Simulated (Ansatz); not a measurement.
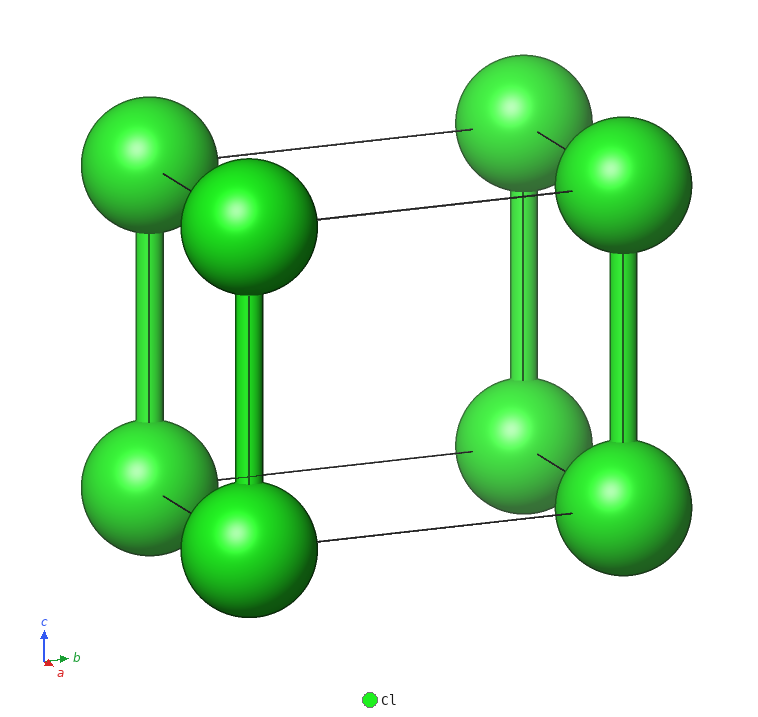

The image is a ball-and-stick drawing of a crystal, viewed slightly off an axis. The parallelepiped is the conventional unit cell.

Cell: a = 3.521 Å, b = 3.521 Å, c = 2.290 Å, α = 90.00°, β = 90.00°, γ = 120.00°.

Give the number of atoms in the outlined cell.

Answer. 1 (chlorine), counting shared atoms by their share.

Give the space group.

Answer. P6/mmm (No. 191), with Cl on 1a.

Structure type?

Answer. Simple hexagonal.

What kind of network do the bonds form?

Answer. The bonds build Cl chains along [001].

It derives from a textbook structure type filled with this element (whether it is the usual form wasn't checked). Relaxation method: DFT PBEsol, scalar-relativistic, plane waves, PAW (Ansatz).
